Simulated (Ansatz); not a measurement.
## Si$_{3}$N$_{4}$: geometry relaxation (part 2 of 2)

Si$_{3}$N$_{4}$ (P6₃/m, 14 atoms in the cell); DFT PBE, scalar-relativistic, plane waves, PAW, no spin polarisation (Ansatz 0.2.0); cutoff 420 eV, 6×6×8 k-mesh, fixed occupations. The structure derives from an entry of the Crystallography Open Database. It belongs to a series of runs on one base structure; here: cell and atoms relaxed tightly for response.

Geometry of the input (Å; fractional positions):
```
7.6634  0.0000  0.0000
-3.8317  6.6367  0.0000
0.0000  0.0000  2.9265
Si 0.7689  0.1750  0.3256
Si 0.5939  0.7689  0.8256
Si 0.8250  0.5939  0.3256
Si 0.2311  0.8250  0.8256
Si 0.4061  0.2311  0.3256
Si 0.1750  0.4061  0.8256
N  0.0308  0.3300  0.3256
N  0.7008  0.0308  0.8256
N  0.6700  0.7008  0.3256
N  0.9692  0.6700  0.8256
N  0.2992  0.9692  0.3256
N  0.3300  0.2992  0.8256
N  0.3333  0.6667  -0.1744
N  0.6667  0.3333  0.3256
```

Output, continued:
```
--- Forces (eV/Å), atoms counted from 1 ---
  atom   1  Si    -0.00031141     0.00018939     0.00007433
  atom   2  Si    -0.00031972    -0.00017500     0.00007433
  atom   3  Si    -0.00000831    -0.00036438     0.00007433
  atom   4  Si     0.00031141    -0.00018939     0.00007433
  atom   5  Si     0.00031972     0.00017500     0.00007433
  atom   6  Si     0.00000831     0.00036438     0.00007433
  atom   7  N      0.00018011     0.00012264    -0.00006162
  atom   8  N     -0.00001616     0.00021730    -0.00006162
  atom   9  N     -0.00019626     0.00009466    -0.00006162
  atom  10  N     -0.00018011    -0.00012264    -0.00006162
  atom  11  N      0.00001616    -0.00021730    -0.00006162
  atom  12  N      0.00019626    -0.00009466    -0.00006162
  atom  13  N      0.00000000    -0.00000000    -0.00003804
  atom  14  N     -0.00000000     0.00000000    -0.00003804
  max |Σ_I F_I| component: 1.66e-7 eV/Å
--- Stress (GPa, compression-positive) ---
        0.003226       0.000000      -0.000000
       -0.000000       0.003226       0.000000
       -0.000000       0.000000      -0.008338
  P = ⅓ Tr σ = -0.0006 GPa (-0.006 kbar)
--- Band table (eV; the first three rows and the last of 40) ---
  k-point 0: bands = ["-10.0384", "-8.6192", "-8.6192", "-7.9903", "-7.8495", "-7.8495", "-6.6382", "-6.3389", "-0.0106", "-0.0106", "0.0705", "0.7453", "0.7453", "2.2804", "2.2804", "3.1604", "3.5015", "4.0195", "4.0195", "4.1709", "4.1709", "4.7376", "4.7376", "4.7810", "5.2612", "6.5034", "6.5034", "6.7634", "6.7634", "7.5751", "7.6291", "7.8310", "12.2826", "12.5971", "12.8063", "12.8063", "13.0982", "13.0982", "13.8645", "15.3266", "15.8483", "15.8483", "16.6100", "17.4081", "17.4081", "17.6518"]
  k-point 1: bands = ["-9.8543", "-8.4537", "-8.4537", "-7.8629", "-7.7078", "-7.7078", "-6.5672", "-6.3138", "0.0072", "0.0072", "0.1909", "0.7702", "0.7702", "2.3429", "2.3429", "2.7413", "3.1599", "3.4988", "3.4989", "3.5695", "3.5695", "4.5476", "4.6539", "4.6539", "4.6929", "6.4658", "6.4658", "6.7938", "6.7938", "6.9639", "7.1425", "8.0100", "13.2401", "13.4016", "13.6572", "13.6572", "13.6638", "13.6638", "14.1745", "15.4005", "15.6650", "15.6650", "16.9518", "16.9744", "16.9744", "17.1251"]
  k-point 2: bands = ["-9.3244", "-7.9919", "-7.9919", "-7.5305", "-7.3357", "-7.3357", "-6.4036", "-6.3180", "-0.2230", "-0.2230", "0.5062", "0.5080", "0.5080", "1.4092", "2.3056", "2.3056", "2.5846", "2.6280", "2.6280", "3.0494", "3.0494", "3.5016", "4.4892", "4.5924", "4.5924", "5.8743", "6.3733", "6.3733", "6.4719", "6.7308", "6.7308", "7.9616", "13.6157", "13.6157", "14.4728", "14.6620", "14.6620", "14.8983", "15.1038", "15.6167", "15.6167", "15.8208", "15.8216", "15.8216", "16.3151", "16.8300"]
  k-point 39: bands = ["-7.5706", "-7.5706", "-6.9939", "-6.9939", "-6.9736", "-6.9736", "-6.3357", "-6.3357", "-1.0373", "-1.0373", "-0.4269", "-0.4269", "-0.1780", "-0.1780", "1.6092", "1.6092", "1.9129", "1.9129", "3.2401", "3.2401", "3.4996", "3.4996", "3.7077", "3.7077", "5.3195", "5.3195", "6.1721", "6.1721", "6.6556", "6.6556", "6.9421", "6.9421", "12.9394", "12.9394", "13.8105", "13.8105", "14.0505", "14.0505", "14.3738", "14.3738", "14.5407", "14.5407", "15.5823", "15.5823", "16.9278", "16.9278"]
--- Relaxed structure (3 steps of the walk, 3 accepted, 1 SCFs on fresh bases) ---
  F+E_penalty+E_count = -6901.80952631 eV   max|allowed force component| = 3.644e-4 eV/Å   (the final SCF, on the basis selected at the relaxed cell)
  cell:  # Å, volume = 148.8481 Å³
    - [7.663559112007184, 2.886820017975823e-11, 7.924125673276744e-21]
    - [-3.8317795560285925, 6.636836874387501, -3.962062836664484e-21]
    - [3.0260964587632194e-21, -9.749058040848973e-35, 2.926520851777911]
  atoms:
    - { symbol: Si, position: [0.7689087241635573, 0.1750063929943284, 0.32562784142298673] }
    - { symbol: Si, position: [0.5939023311692289, 0.7689087241635573, 0.8256278414229866] }
    - { symbol: Si, position: [0.8249936070056715, 0.5939023311692289, 0.32562784142298673] }
    - { symbol: Si, position: [0.2310912758364427, 0.8249936070056715, 0.8256278414229866] }
    - { symbol: Si, position: [0.40609766883077114, 0.23109127583644273, 0.32562784142298673] }
    - { symbol: Si, position: [0.17500639299432844, 0.40609766883077114, 0.8256278414229866] }
    - { symbol: N, position: [0.030832046259842705, 0.32999844469539696, 0.32562877375448335] }
    - { symbol: N, position: [0.7008336015644456, 0.030832046259842694, 0.8256287737544834] }
    - { symbol: N, position: [0.670001555304603, 0.7008336015644456, 0.32562877375448335] }
    - { symbol: N, position: [0.9691679537401572, 0.6700015553046029, 0.8256287737544834] }
    - { symbol: N, position: [0.29916639843555426, 0.9691679537401572, 0.32562877375448335] }
    - { symbol: N, position: [0.32999844469539685, 0.29916639843555426, 0.8256287737544834] }
    - { symbol: N, position: [0.3333333333333333, 0.6666666666666667, -0.17436984543241027] }
    - { symbol: N, position: [0.6666666666666667, 0.3333333333333333, 0.32563015456758976] }
```

Trajectory as extended XYZ (Å, eV, eV/Å), 4 frames, from step=1 to step=4:
```
14
Lattice="7.6634 0.0000 0.0000 -3.8317 6.6367 0.0000 0.0000 0.0000 2.9265" Properties=species:S:1:pos:R:3:forces:R:3 step=1 energy=-6901.80955 pressure_GPa=0.01
Si    5.2218    1.1614    0.9529    0.0017   0.0014   0.0007
Si    1.6051    5.1029    2.4162   -0.0003   0.0022   0.0007
Si    4.0466    3.9415    0.9529   -0.0020   0.0008   0.0007
Si   -1.3901    5.4752    2.4162   -0.0017  -0.0014   0.0007
Si    2.2266    1.5337    0.9529    0.0003  -0.0022   0.0007
Si   -0.2149    2.6952    2.4162    0.0020  -0.0008   0.0007
N    -1.0281    2.1901    0.9530   -0.0023  -0.0006  -0.0008
N     5.2526    0.2047    2.4162   -0.0006  -0.0023  -0.0008
N     2.4491    4.6513    0.9530    0.0017  -0.0017  -0.0008
N     4.8598    4.4466    2.4162    0.0023   0.0006  -0.0008
N    -1.4210    6.4320    0.9530    0.0006   0.0023  -0.0008
N     1.3826    1.9854    2.4162   -0.0017   0.0017  -0.0008
N     0.0000    4.4244   -0.5104    0.0000   0.0000   0.0003
N     3.8317    2.2122    0.9529    0.0000   0.0000   0.0003
14
Lattice="7.6635 0.0000 0.0000 -3.8317 6.6368 0.0000 0.0000 0.0000 2.9265" Properties=species:S:1:pos:R:3:forces:R:3 step=2 energy=-6901.80954 pressure_GPa=0.01
Si    5.2219    1.1615    0.9529    0.0012   0.0010   0.0005
Si    1.6051    5.1030    2.4162   -0.0003   0.0015   0.0005
Si    4.0467    3.9416    0.9529   -0.0015   0.0005   0.0005
Si   -1.3902    5.4753    2.4162   -0.0012  -0.0010   0.0005
Si    2.2266    1.5337    0.9529    0.0003  -0.0015   0.0005
Si   -0.2149    2.6952    2.4162    0.0015  -0.0005   0.0005
N    -1.0281    2.1901    0.9530   -0.0015  -0.0007  -0.0006
N     5.2527    0.2047    2.4162   -0.0001  -0.0017  -0.0006
N     2.4491    4.6513    0.9530    0.0014  -0.0010  -0.0006
N     4.8599    4.4466    2.4162    0.0015   0.0007  -0.0006
N    -1.4209    6.4321    0.9530    0.0001   0.0017  -0.0006
N     1.3826    1.9855    2.4162   -0.0014   0.0010  -0.0006
N     0.0000    4.4245   -0.5103    0.0000   0.0000   0.0002
N     3.8317    2.2123    0.9529    0.0000   0.0000   0.0002
14
Lattice="7.6636 0.0000 0.0000 -3.8318 6.6368 0.0000 0.0000 0.0000 2.9265" Properties=species:S:1:pos:R:3:forces:R:3 step=3 energy=-6901.80953 pressure_GPa=-0.00
Si    5.2220    1.1615    0.9530   -0.0003   0.0002   0.0001
Si    1.6051    5.1031    2.4162   -0.0003  -0.0002   0.0001
Si    4.0467    3.9416    0.9530    0.0000  -0.0004   0.0001
Si   -1.3902    5.4753    2.4162    0.0003  -0.0002   0.0001
Si    2.2267    1.5337    0.9530    0.0003   0.0002   0.0001
Si   -0.2149    2.6952    2.4162    0.0000   0.0004   0.0001
N    -1.0282    2.1901    0.9530    0.0002   0.0001  -0.0001
N     5.2527    0.2046    2.4162    0.0000   0.0002  -0.0001
N     2.4492    4.6513    0.9530   -0.0002   0.0001  -0.0001
N     4.8600    4.4467    2.4162   -0.0002  -0.0001  -0.0001
N    -1.4210    6.4322    0.9530    0.0000  -0.0002  -0.0001
N     1.3826    1.9855    2.4162    0.0002  -0.0001  -0.0001
N     0.0000    4.4246   -0.5103    0.0000   0.0000   0.0000
N     3.8318    2.2123    0.9530    0.0000   0.0000   0.0000
14
Lattice="7.6636 0.0000 0.0000 -3.8318 6.6368 0.0000 0.0000 0.0000 2.9265" Properties=species:S:1:pos:R:3:forces:R:3 step=4 energy=-6901.80953 pressure_GPa=-0.00
Si    5.2220    1.1615    0.9530   -0.0003   0.0002   0.0001
Si    1.6051    5.1031    2.4162   -0.0003  -0.0002   0.0001
Si    4.0467    3.9416    0.9530    0.0000  -0.0004   0.0001
Si   -1.3902    5.4753    2.4162    0.0003  -0.0002   0.0001
Si    2.2267    1.5337    0.9530    0.0003   0.0002   0.0001
Si   -0.2149    2.6952    2.4162    0.0000   0.0004   0.0001
N    -1.0282    2.1901    0.9530    0.0002   0.0001  -0.0001
N     5.2527    0.2046    2.4162    0.0000   0.0002  -0.0001
N     2.4492    4.6513    0.9530   -0.0002   0.0001  -0.0001
N     4.8600    4.4467    2.4162   -0.0002  -0.0001  -0.0001
N    -1.4210    6.4322    0.9530    0.0000  -0.0002  -0.0001
N     1.3826    1.9855    2.4162    0.0002  -0.0001  -0.0001
N     0.0000    4.4246   -0.5103    0.0000   0.0000   0.0000
N     3.8318    2.2123    0.9530    0.0000   0.0000   0.0000
```

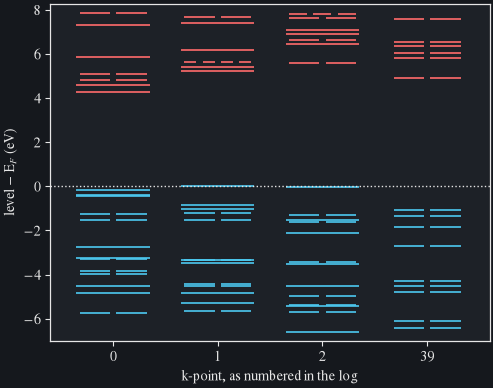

Figure 1. Kohn–Sham levels near the Fermi level (dotted) at the few k-points that the log prints; levels within 0.02 eV of each other stand side by side. Among these points the highest filled and lowest empty levels are 4.27 eV apart, which is the gap on the mesh.

Key numbers:

- outcome: converged
- space group (tolerance 0.01 Å): P6₃/m (176)
- electrons treated: 64
- free energy: −6901.8095 eV
- Fermi energy: 8.010 eV
- gap on the k-point mesh: 4.27 eV
- pressure: 0.00 GPa
- final volume: 148.85 Å³
- largest force (length of the vector) at the end: under 0.001 eV/Å
- final cell: a = 7.664 Å, b = 7.664 Å, c = 2.927 Å, α = 90.00°, β = 90.00°, γ = 120.00°
- hardware: 4 threads of AMD EPYC (Zen 5), 32 GiB of memory available, shared host
- wall time: 9.6 s (CPU time 37 s)
- peak memory: 0.64 GiB
